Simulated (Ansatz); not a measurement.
# Geometry relaxation, with input and output: C (part 1 of 3)

System: C (16 atoms in the cell).
Method: DFT PBEsol, scalar-relativistic, plane waves, PAW, no spin polarisation (Ansatz 0.2.0).

The structure was built on a prototype by a generator; it need not be a known phase. It belongs to a series of runs on one base structure; here: stacking ABCABABC. Figures and captions count atoms from 1; the log counts them from 0 in places.

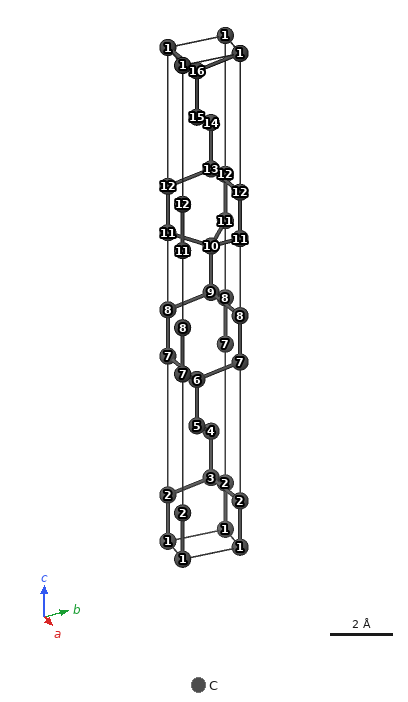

Fig. 1: The input geometry (ball-and-stick view of the cell of the calculation, seen slightly off an axis; atoms are numbered from 1 in the order of the input). Near neighbours in the crystal (not all of them lie inside the picture): C has 4 C at 1.53 to 1.56 Å.

Key numbers

| quantity | value |
| --- | --- |
| outcome | converged |
| space group (tolerance 0.01 Å) | P-3m1 (164) |
| electrons treated | 64 |
| free energy | −3946.6040 eV |
| Fermi energy | 15.648 eV |
| gap on the k-point mesh | 4.18 eV |
| pressure | 0.00 GPa |
| final volume | 89.82 Å³ |
| largest force (length of the vector) at the end | under 0.001 eV/Å |
| final cell | a = 2.509 Å, b = 2.509 Å, c = 16.473 Å, α = 90.00°, β = 90.00°, γ = 120.00° |
| hardware | 1 thread of Intel Xeon (Granite Rapids), 64 GiB of memory available, shared host |
| wall time | 40 s |
| peak memory | 0.57 GiB |

The input
```yaml
crystal:
  lattice:
    - [2.4988149884, 0.0, 0.0]
    - [-1.2494074942, 2.1640372593, 0.0]
    - [0.0, 0.0, 16.6433434213]
  atoms:
    - { symbol: C, position: [0.0, 0.0, 0.0] }
    - { symbol: C, position: [0.0, 0.0, 0.09375] }
    - { symbol: C, position: [0.3333333333, 0.6666666667, 0.125] }
    - { symbol: C, position: [0.3333333333, 0.6666666667, 0.21875] }
    - { symbol: C, position: [0.6666666667, 0.3333333333, 0.25] }
    - { symbol: C, position: [0.6666666667, 0.3333333333, 0.34375] }
    - { symbol: C, position: [0.0, 0.0, 0.375] }
    - { symbol: C, position: [0.0, 0.0, 0.46875] }
    - { symbol: C, position: [0.3333333333, 0.6666666667, 0.5] }
    - { symbol: C, position: [0.3333333333, 0.6666666667, 0.59375] }
    - { symbol: C, position: [0.0, 0.0, 0.625] }
    - { symbol: C, position: [0.0, 0.0, 0.71875] }
    - { symbol: C, position: [0.3333333333, 0.6666666667, 0.75] }
    - { symbol: C, position: [0.3333333333, 0.6666666667, 0.84375] }
    - { symbol: C, position: [0.6666666667, 0.3333333333, 0.875] }
    - { symbol: C, position: [0.6666666667, 0.3333333333, 0.96875] }
basis:
  ecutwfc: 420
kpoints:
  mp_grid: { grid: [12, 12, 2] }
hamiltonian:
  xc: pbesol
scf:
  occupations: { method: gaussian, width: 0.02 }
output:
  forces: true
  stress: true
  eigenvalues: true
  populations: true
relax:
  adjacent_minimum: "off"
  f_tol: 0.01
  max_steps: 45
  cell: { stress_tol: 0.05 }
```

Launch command:
```bash
ansatz run input.yaml --threads 1 --pin off --max-ram 2560MiB --backend cpu --events-out ev --progress --plain --runs-dir out
```

Output
```
Engine: ansatz 0.2.0, x86_64-unknown-linux-gnu
Pseudopotentials: kind: paw
Pseudopotential: C, paw, valence charge 4, recommended cutoff 420 eV (normal), C.paw.azcp
Functional definition: PBEsol
  exchange = pbesol_x
  correlation = pbesol_c
Crystal: 16 atoms, lattice volume = 89.999 Å³
Basis set: ecut = 420 eV, 1729 PW (Γ), exchange–correlation on 36×36×240 points (8 copies of the dense FFT grid, shifted against one another)
Bands: 48, of which v1, the nominal top of the filled ones, is band 32 counted from 1 (31 counted from 0)
Symmetry: 12 space group operations
Space group: P-3m1 (ITA 164), of the structure as read, at distance tolerance 4.5e-5 Å
k-points: 38 of 288
Non-local potential: C, projectors of the file, l = 0: 2, l = 1: 2, l = 2: 1
PAW form: soft (Blöchl's): semilocal exchange-correlation on the pseudo side does not see the compensation charge
PAW frozen core: C, regenerated for the run's functional, and the local potential with it (the file was generated under x = pbe(κ = 0.804, μ = 0.2195149727645171), c = pbe(β = 0.06672455060314922))
PAW one-centre angular grid: C, 110 points (default); XC on 64 Gauss nodes
Initial density: superposition of atomic densities (neutral atoms: chi_scale 0, normalization atom), corrected by the library's trained network
Initial wavefunctions: pseudopotential atomic-orbital guess
Functional: x = pbesol(κ = 0.804, μ = 0.12345679012345678), c = pbesol(β = 0.046)
SCF iter   1: F=—  HF=-3946.559352 eV  |F-HF|=—  |Δ(HF+E_count)|=         —  Δρ=6.81e-3  dr2=4.30e-2  ethr=1.77e-3  ⟨swp⟩=6.6  Hψ=7992  notcnv=0  defer=105
preconditioner: auto → none  [insulator: Δε(μ)=4.180 eV  Ē_g=17.055 eV  σ=0.020 eV  W_gap=1.00  n_scr=12 (ndim 8)  ℏωp=31.3 eV  f_vac=0.000  D(μ)=0.00/eV (n_scr^D=0)  ε∞_Penn≈4.4]
SCF iter   2: F=—  HF=-3946.548548 eV  |F-HF|=—  |Δ(HF+E_count)|=   1.08e-2  Δρ=2.55e-3  dr2=7.49e-3  ethr=6.72e-5  ⟨swp⟩=2.8  Hψ=3441  notcnv=0  defer=377
SCF iter   3: F=—  HF=-3946.546901 eV  |F-HF|=—  |Δ(HF+E_count)|=   1.65e-3  Δρ=3.28e-4  dr2=2.56e-4  ethr=1.17e-5  ⟨swp⟩=2.6  Hψ=2753  notcnv=0  defer=377
SCF iter   4: F=—  HF=-3946.546870 eV  |F-HF|=—  |Δ(HF+E_count)|=   3.08e-5  Δρ=1.35e-4  dr2=3.75e-5  ethr=4.01e-7  ⟨swp⟩=2.0  Hψ=2109  notcnv=0  defer=377
SCF iter   5: F=—  HF=-3946.546858 eV  |F-HF|=—  |Δ(HF+E_count)|=   1.22e-5  Δρ=4.13e-5  dr2=7.76e-7  ethr=5.86e-8  ⟨swp⟩=2.1  Hψ=2274  notcnv=0  defer=377
SCF iter   6: F=-3946.546858 eV  HF=-3946.546858 eV  |F-HF|=3.28e-8  |Δ(HF+E_count)|=   2.17e-8  Δρ=6.30e-6  dr2=4.47e-8  ethr=1.56e-10  ⟨swp⟩=12.1  Hψ=9244  notcnv=0
SCF 1 converged in 6 iterations: F = -3946.546858 eV  dr2 = 4.47e-8
  greatest PAW one-centre occupation: 0.644 electrons in one spin orbital (limit 2), on the C atom at site 10 (counted from 0), in its partial waves of l = 0
relax step   1: F+E_penalty+E_count = -3946.54685799 eV  Δ(F+E_penalty+E_count) = +0.000e0 eV  max|allowed force component| = 3.436e-1 eV/Å  Δτ_max = 0.0000 Å  P = -0.764 GPa  Ω = 89.999 Å³  (6 SCF iters, dr2 threshold 1.00e-7 eV, accepted)
Crystal: 16 atoms, lattice volume = 89.895 Å³
Basis set: ecut = 420 eV, 1753 PW (Γ), exchange–correlation on 36×36×240 points (8 copies of the dense FFT grid, shifted against one another)
Initial density: handed on by an earlier stage of this run
Initial wavefunctions: those handed on with the density
iter 1 solved again at ethr=1.80e-5 eV; its pass at ethr=3.10e-3 eV (dr2=1.15e-2 eV) is discarded
SCF iter   1: F=—  HF=-3946.593633 eV  |F-HF|=—  |Δ(HF+E_count)|=         —  Δρ=5.07e-3  dr2=1.18e-2  ethr=1.80e-5  ⟨swp⟩=4.0  Hψ=9184  notcnv=0
preconditioner: auto → none  [insulator: Δε(μ)=4.152 eV  Ē_g=17.084 eV  σ=0.020 eV  W_gap=1.00  n_scr=12 (ndim 8)  ℏωp=31.3 eV  f_vac=0.000  D(μ)=0.00/eV (n_scr^D=0)  ε∞_Penn≈4.4]
SCF iter   2: F=—  HF=-3946.590291 eV  |F-HF|=—  |Δ(HF+E_count)|=   3.34e-3  Δρ=2.08e-3  dr2=1.29e-3  ethr=1.80e-5  ⟨swp⟩=3.1  Hψ=3366  notcnv=0
SCF iter   3: F=—  HF=-3946.590060 eV  |F-HF|=—  |Δ(HF+E_count)|=   2.32e-4  Δρ=4.03e-4  dr2=4.86e-5  ethr=2.02e-6  ⟨swp⟩=2.2  Hψ=3047  notcnv=0
SCF iter   4: F=—  HF=-3946.590062 eV  |F-HF|=—  |Δ(HF+E_count)|=   2.04e-6  Δρ=7.91e-5  dr2=4.77e-6  ethr=7.59e-8  ⟨swp⟩=2.4  Hψ=2517  notcnv=0
iter 5 did not close the SCF: its close was put off for the readings that it lacked (scf_convergence_deferred on its scf_iter line)
SCF iter   5: F=-3946.590061 eV  HF=-3946.590061 eV  |F-HF|=3.60e-7  |Δ(HF+E_count)|=   6.04e-7  Δρ=1.25e-5  dr2=4.01e-7  ethr=7.46e-9  ⟨swp⟩=2.1  Hψ=2446  notcnv=0
SCF iter   6: F=-3946.590061 eV  HF=-3946.590061 eV  |F-HF|=3.45e-8  |Δ(HF+E_count)|=   7.38e-8  Δρ=3.82e-6  dr2=3.83e-8  ethr=6.26e-10  ⟨swp⟩=6.4  Hψ=7525  notcnv=0
the search or the solves at the SCF's close seem to have found levels that the self-consistency loop had missed (the run counts 2). By its estimate they hold under 1e-12 electrons; where the run keeps them, the occupations were computed again with them
SCF 2 converged in 6 iterations: F = -3946.590061 eV  dr2 = 3.83e-8
  greatest PAW one-centre occupation: 0.644 electrons in one spin orbital (limit 2), on the C atom at site 12 (counted from 0), in its partial waves of l = 0
relax step   2: F+E_penalty+E_count = -3946.59006121 eV  Δ(F+E_penalty+E_count) = -4.320e-2 eV  max|allowed force component| = 4.124e-1 eV/Å  Δτ_max = 0.0182 Å  P = -0.326 GPa  Ω = 89.895 Å³  energy of the carried Pulay correction = +6.786e-4 eV  (6 SCF iters, dr2 threshold 1.60e-6 eV, accepted)
Crystal: 16 atoms, lattice volume = 89.865 Å³
iter 1 solved again at ethr=4.80e-7 eV; its pass at ethr=3.10e-3 eV (dr2=3.07e-4 eV) is discarded
SCF iter   1: F=—  HF=-3946.600537 eV  |F-HF|=—  |Δ(HF+E_count)|=         —  Δρ=8.24e-4  dr2=2.86e-4  ethr=4.80e-7  ⟨swp⟩=4.7  Hψ=7598  notcnv=0  defer=7
preconditioner: auto → none  [insulator: Δε(μ)=4.205 eV  Ē_g=17.087 eV  σ=0.020 eV  W_gap=1.00  n_scr=12 (ndim 8)  ℏωp=31.3 eV  f_vac=0.000  D(μ)=0.00/eV (n_scr^D=0)  ε∞_Penn≈4.4]
SCF iter   2: F=—  HF=-3946.600467 eV  |F-HF|=—  |Δ(HF+E_count)|=   6.96e-5  Δρ=3.48e-4  dr2=3.19e-5  ethr=4.46e-7  ⟨swp⟩=2.4  Hψ=2704  notcnv=0
iter 3 did not close the SCF: its close was put off for the readings that it lacked (scf_convergence_deferred on its scf_iter line)
SCF iter   3: F=-3946.600465 eV  HF=-3946.600465 eV  |F-HF|=3.05e-7  |Δ(HF+E_count)|=   2.13e-6  Δρ=7.42e-5  dr2=1.58e-6  ethr=4.98e-8  ⟨swp⟩=2.2  Hψ=2996  notcnv=0
iter 4 did not close the SCF: its close was put off for the readings that it lacked (scf_convergence_deferred on its scf_iter line)
SCF iter   4: F=-3946.600465 eV  HF=-3946.600465 eV  |F-HF|=3.82e-8  |Δ(HF+E_count)|=   1.17e-7  Δρ=1.48e-5  dr2=9.65e-8  ethr=2.48e-9  ⟨swp⟩=2.2  Hψ=2464  notcnv=0
iter 5 did not close the SCF: its close was put off for the readings that it lacked (scf_convergence_deferred on its scf_iter line)
SCF iter   5: F=-3946.600465 eV  HF=-3946.600465 eV  |F-HF|=5.64e-9  |Δ(HF+E_count)|=   2.93e-9  Δρ=2.42e-6  dr2=7.37e-9  ethr=1.51e-10  ⟨swp⟩=2.1  Hψ=2510  notcnv=0
SCF iter   6: F=-3946.600465 eV  HF=-3946.600465 eV  |F-HF|=6.01e-10  |Δ(HF+E_count)|=   1.11e-9  Δρ=4.83e-7  dr2=6.66e-10  ethr=1.15e-11  ⟨swp⟩=6.4  Hψ=6820  notcnv=0
SCF 3 converged in 6 iterations: F = -3946.600465 eV  dr2 = 6.66e-10
relax step   3: F+E_penalty+E_count = -3946.60046520 eV  Δ(F+E_penalty+E_count) = -1.040e-2 eV  max|allowed force component| = 2.287e-1 eV/Å  Δτ_max = 0.0046 Å  P = -0.200 GPa  Ω = 89.865 Å³  energy of the carried Pulay correction = +8.710e-4 eV  (6 SCF iters, dr2 threshold 1.60e-6 eV, accepted)
Crystal: 16 atoms, lattice volume = 89.827 Å³
iter 1 solved again at ethr=1.53e-6 eV; its pass at ethr=3.10e-3 eV (dr2=9.79e-4 eV) is discarded
SCF iter   1: F=—  HF=-3946.605128 eV  |F-HF|=—  |Δ(HF+E_count)|=         —  Δρ=1.34e-3  dr2=9.60e-4  ethr=1.53e-6  ⟨swp⟩=4.8  Hψ=6979  notcnv=0  defer=2
preconditioner: auto → none  [insulator: Δε(μ)=4.168 eV  Ē_g=17.093 eV  σ=0.020 eV  W_gap=1.00  n_scr=12 (ndim 8)  ℏωp=31.3 eV  f_vac=0.000  D(μ)=0.00/eV (n_scr^D=0)  ε∞_Penn≈4.4]
SCF iter   2: F=—  HF=-3946.604807 eV  |F-HF|=—  |Δ(HF+E_count)|=   3.21e-4  Δρ=5.22e-4  dr2=1.06e-4  ethr=1.50e-6  ⟨swp⟩=2.2  Hψ=2829  notcnv=0
SCF iter   3: F=—  HF=-3946.604780 eV  |F-HF|=—  |Δ(HF+E_count)|=   2.71e-5  Δρ=8.44e-5  dr2=2.88e-6  ethr=1.65e-7  ⟨swp⟩=2.4  Hψ=2926  notcnv=0
iter 4 did not close the SCF: its close was put off for the readings that it lacked (scf_convergence_deferred on its scf_iter line)
SCF iter   4: F=-3946.604780 eV  HF=-3946.604780 eV  |F-HF|=2.96e-8  |Δ(HF+E_count)|=   1.57e-8  Δρ=2.23e-5  dr2=1.99e-7  ethr=4.50e-9  ⟨swp⟩=2.1  Hψ=2453  notcnv=0
iter 5 did not close the SCF: its close was put off for the readings that it lacked (scf_convergence_deferred on its scf_iter line)
SCF iter   5: F=-3946.604780 eV  HF=-3946.604780 eV  |F-HF|=7.36e-9  |Δ(HF+E_count)|=   1.87e-8  Δρ=2.92e-6  dr2=1.02e-8  ethr=3.10e-10  ⟨swp⟩=2.2  Hψ=2564  notcnv=0
SCF iter   6: F=-3946.604780 eV  HF=-3946.604780 eV  |F-HF|=1.29e-10  |Δ(HF+E_count)|=   1.92e-9  Δρ=6.52e-7  dr2=2.53e-10  ethr=1.60e-11  ⟨swp⟩=6.2  Hψ=7378  notcnv=0
the search or the solves at the SCF's close seem to have found levels that the self-consistency loop had missed (the run counts 2). By its estimate they hold under 1e-12 electrons; where the run keeps them, the occupations were computed again with them
SCF 4 converged in 6 iterations: F = -3946.604780 eV  dr2 = 2.53e-10
relax step   4: F+E_penalty+E_count = -3946.60478020 eV  Δ(F+E_penalty+E_count) = -4.315e-3 eV  max|allowed force component| = 4.223e-3 eV/Å  Δτ_max = 0.0044 Å  P = -0.029 GPa  Ω = 89.827 Å³  energy of the carried Pulay correction = +1.121e-3 eV  (6 SCF iters, dr2 threshold 1.60e-6 eV, accepted)
Crystal: 16 atoms, lattice volume = 89.821 Å³
iter 1 solved again at ethr=1.31e-9 eV; its pass at ethr=3.10e-3 eV (dr2=8.35e-7 eV) is discarded
SCF iter   1: F=—  HF=-3946.604825 eV  |F-HF|=—  |Δ(HF+E_count)|=         —  Δρ=3.65e-5  dr2=8.19e-7  ethr=1.31e-9  ⟨swp⟩=2.2  Hψ=5877  notcnv=0
preconditioner: auto → none  [insulator: Δε(μ)=4.174 eV  Ē_g=17.094 eV  σ=0.020 eV  W_gap=1.00  n_scr=12 (ndim 8)  ℏωp=31.3 eV  f_vac=0.000  D(μ)=0.00/eV (n_scr^D=0)  ε∞_Penn≈4.4]
SCF iter   2: F=—  HF=-3946.604820 eV  |F-HF|=—  |Δ(HF+E_count)|=   5.34e-6  Δρ=1.39e-5  dr2=8.90e-8  ethr=1.28e-9  ⟨swp⟩=2.4  Hψ=2801  notcnv=0
iter 3 did not close the SCF: its close was put off for the readings that it lacked (scf_convergence_deferred on its scf_iter line)
SCF iter   3: F=-3946.604819 eV  HF=-3946.604819 eV  |F-HF|=1.13e-9  |Δ(HF+E_count)|=   2.40e-8  Δρ=2.58e-6  dr2=3.10e-9  ethr=1.39e-10  ⟨swp⟩=2.6  Hψ=3127  notcnv=0
iter 4 did not close the SCF: its close was put off for the readings that it lacked (scf_convergence_deferred on its scf_iter line)
SCF iter   4: F=-3946.604819 eV  HF=-3946.604819 eV  |F-HF|=1.82e-12  |Δ(HF+E_count)|=  2.14e-10  Δρ=6.53e-7  dr2=1.48e-10  ethr=4.84e-12  ⟨swp⟩=2.2  Hψ=2500  notcnv=0
iter 5 did not close the SCF: its close was put off for the readings that it lacked (scf_convergence_deferred on its scf_iter line)
SCF iter   5: F=-3946.604819 eV  HF=-3946.604819 eV  |F-HF|=1.14e-11  |Δ(HF+E_count)|=  3.59e-11  Δρ=1.13e-7  dr2=1.56e-11  ethr=1.00e-12  ⟨swp⟩=1.0  Hψ=1825  notcnv=0
SCF iter   6: F=-3946.604819 eV  HF=-3946.604819 eV  |F-HF|=4.55e-13  |Δ(HF+E_count)|=  4.55e-12  Δρ=2.39e-8  dr2=6.67e-13  ethr=1.00e-12  ⟨swp⟩=2.5  Hψ=4286  notcnv=0
SCF 5 converged in 6 iterations: F = -3946.604819 eV  dr2 = 6.67e-13
relax step   5: F+E_penalty+E_count = -3946.60481948 eV  Δ(F+E_penalty+E_count) = -3.928e-5 eV  max|allowed force component| = 6.652e-5 eV/Å  Δτ_max = 0.0001 Å  P = +0.000 GPa  Ω = 89.821 Å³  energy of the carried Pulay correction = +1.159e-3 eV  (6 SCF iters, dr2 threshold 6.68e-9 eV, accepted)
Initial wavefunctions: pseudopotential atomic-orbital guess (no wavefunctions were taken with the density)
iter 1 solved again at ethr=1.61e-8 eV; its pass at ethr=3.10e-3 eV (dr2=1.03e-5 eV) is discarded
SCF iter   1: F=—  HF=-3946.604002 eV  |F-HF|=—  |Δ(HF+E_count)|=         —  Δρ=8.86e-5  dr2=7.95e-7  ethr=1.61e-8  ⟨swp⟩=4.7  Hψ=13937  notcnv=0
preconditioner: auto → none  [insulator: Δε(μ)=4.176 eV  Ē_g=17.094 eV  σ=0.020 eV  W_gap=1.00  n_scr=12 (ndim 8)  ℏωp=31.3 eV  f_vac=0.000  D(μ)=0.00/eV (n_scr^D=0)  ε∞_Penn≈4.4]
SCF iter   2: F=—  HF=-3946.603997 eV  |F-HF|=—  |Δ(HF+E_count)|=   5.08e-6  Δρ=4.44e-5  dr2=1.93e-7  ethr=1.24e-9  ⟨swp⟩=1.2  Hψ=1833  notcnv=0
SCF iter   3: F=—  HF=-3946.603998 eV  |F-HF|=—  |Δ(HF+E_count)|=   4.56e-7  Δρ=1.01e-6  dr2=1.68e-10  ethr=3.01e-10  ⟨swp⟩=2.4  Hψ=3052  notcnv=0
iter 4 did not close the SCF: its close was put off for the readings that it lacked (scf_convergence_deferred on its scf_iter line)
SCF iter   4: F=-3946.603998 eV  HF=-3946.603998 eV  |F-HF|=7.28e-12  |Δ(HF+E_count)|=  2.28e-10  Δρ=1.09e-7  dr2=1.13e-11  ethr=1.00e-12  ⟨swp⟩=1.8  Hψ=2014  notcnv=0
iter 5 did not close the SCF: its close was put off for the readings that it lacked (scf_convergence_deferred on its scf_iter line)
SCF iter   5: F=-3946.603998 eV  HF=-3946.603998 eV  |F-HF|=4.09e-12  |Δ(HF+E_count)|=  1.36e-12  Δρ=4.58e-8  dr2=4.44e-12  ethr=1.00e-12  ⟨swp⟩=1.0  Hψ=1824  notcnv=0
iter 6 did not close the SCF: its close was put off for the readings that it lacked (scf_convergence_deferred on its scf_iter line)
SCF iter   6: F=-3946.603998 eV  HF=-3946.603998 eV  |F-HF|=0.00e0  |Δ(HF+E_count)|=  1.36e-12  Δρ=1.24e-8  dr2=1.32e-13  ethr=1.00e-12  ⟨swp⟩=1.0  Hψ=1824  notcnv=0
iter 7 did not close the SCF: its close was put off for the readings that it lacked (scf_convergence_deferred on its scf_iter line)
SCF iter   7: F=-3946.603998 eV  HF=-3946.603998 eV  |F-HF|=4.55e-13  |Δ(HF+E_count)|=  4.55e-13  Δρ=8.51e-9  dr2=8.65e-14  ethr=1.00e-12  ⟨swp⟩=1.0  Hψ=1824  notcnv=0
SCF iter   8: F=-3946.603998 eV  HF=-3946.603998 eV  |F-HF|=0.00e0  |Δ(HF+E_count)|=  4.55e-13  Δρ=1.76e-9  dr2=4.45e-15  ethr=1.00e-12  ⟨swp⟩=2.6  Hψ=4439  notcnv=0
SCF 6 converged in 8 iterations: F = -3946.603998 eV  dr2 = 4.45e-15
relax step   6: F+E_penalty+E_count = -3946.60399772 eV  Δ(F+E_penalty+E_count) = +8.218e-4 eV  max|allowed force component| = 1.769e-3 eV/Å  Δτ_max = 0.0000 Å  P = -0.017 GPa  Ω = 89.821 Å³  stress off target by 1.27e-1 GPa  SCF on the basis re-selected at this cell (its energy is not comparable with the rows above)  (8 SCF iters)
basis re-selected at this cell: Δ(F+E_penalty+E_count) = +8.218e-4 eV, ΔP = -0.018 GPa vs the last step (what re-selecting the basis moved, of the pressure what is left beyond the Pulay correction that the steps carried, after the strain that the cell walked since its last selection, with what the two solves' SCF thresholds leave and, on support functions, any second-order correction that the steps lacked; it is no measure of the basis error at this ecutwfc). This SCF's stress stands 1.27e-1 GPa from its target on what of the cell is left free (relax.cell.stress_tol is 5.00e-2 GPa) and its largest allowed force component is 1.77e-3 eV/Å (relax.f_tol is 1.00e-2 eV/Å): not within both, so this SCF does not close the relaxation
Crystal: 16 atoms, lattice volume = 89.818 Å³
iter 1 solved again at ethr=1.06e-9 eV; its pass at ethr=3.10e-3 eV (dr2=6.76e-7 eV) is discarded
SCF iter   1: F=—  HF=-3946.604031 eV  |F-HF|=—  |Δ(HF+E_count)|=         —  Δρ=3.98e-5  dr2=7.24e-7  ethr=1.06e-9  ⟨swp⟩=2.7  Hψ=6621  notcnv=0
SCF iter   2: F=—  HF=-3946.604025 eV  |F-HF|=—  |Δ(HF+E_count)|=   5.40e-6  Δρ=1.64e-5  dr2=9.87e-8  ethr=1.06e-9  ⟨swp⟩=2.3  Hψ=2972  notcnv=0
iter 3 did not close the SCF: its close was put off for the readings that it lacked (scf_convergence_deferred on its scf_iter line)
SCF iter   3: F=-3946.604025 eV  HF=-3946.604025 eV  |F-HF|=1.11e-10  |Δ(HF+E_count)|=   2.63e-8  Δρ=1.90e-6  dr2=9.31e-10  ethr=1.54e-10  ⟨swp⟩=2.5  Hψ=2969  notcnv=0
iter 4 did not close the SCF: its close was put off for the readings that it lacked (scf_convergence_deferred on its scf_iter line)
SCF iter   4: F=-3946.604025 eV  HF=-3946.604025 eV  |F-HF|=1.11e-10  |Δ(HF+E_count)|=  2.55e-10  Δρ=3.25e-7  dr2=1.45e-10  ethr=1.45e-12  ⟨swp⟩=2.2  Hψ=2702  notcnv=0
iter 5 did not close the SCF: its close was put off for the readings that it lacked (scf_convergence_deferred on its scf_iter line)
SCF iter   5: F=-3946.604025 eV  HF=-3946.604025 eV  |F-HF|=1.36e-12  |Δ(HF+E_count)|=  3.23e-11  Δρ=5.13e-8  dr2=1.78e-12  ethr=1.00e-12  ⟨swp⟩=1.3  Hψ=1925  notcnv=0
SCF iter   6: F=-3946.604025 eV  HF=-3946.604025 eV  |F-HF|=0.00e0  |Δ(HF+E_count)|=  9.09e-13  Δρ=2.02e-8  dr2=4.00e-13  ethr=1.00e-12  ⟨swp⟩=2.8  Hψ=4544  notcnv=0
SCF 7 converged in 6 iterations: F = -3946.604025 eV  dr2 = 4.00e-13
```
